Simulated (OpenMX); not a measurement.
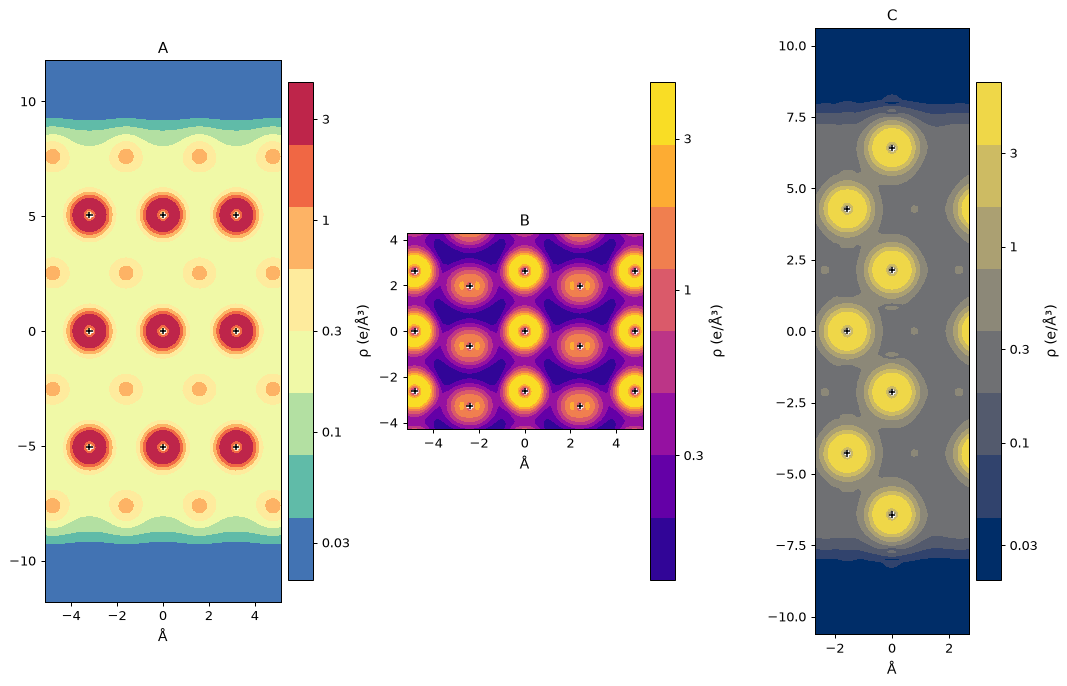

The valence pseudo-density of 3 systems, each on a plane through atoms (crosses mark nuclei in the plane).

All numbers below come from OpenMX, Kohn-Sham DFT of a periodic cell, PBE, OpenMX 2013 PBE set.

System 1: Hf (slab), the (100) plane of the calculation cell, a cut from vacuum to vacuum. Not relaxed (largest force 0.8 eV/Å).

System 2: HfC, the (100) plane of the conventional cell. Space group Pmm2; a generated structure, not necessarily the stable one.

System 3: Ru (slab), the (110) plane of the calculation cell, a cut from vacuum to vacuum. Not relaxed (largest force 0.6 eV/Å).

Match each panel to its system.

Answer. Panel A is system 1, Hf: the plane holds Hf. Hf–Hf (3.20 Å): the density is about 0.17 e/Å³ at the midpoint. Panel B is system 2, HfC: the plane holds Hf and C. Hf–C (2.50 Å): ρ is about 0.33 e/Å³ halfway. Panel C is system 3, Ru: the plane holds Ru. Ru–Ru (2.65 Å): ρ at the midpoint is about 0.42 e/Å³.
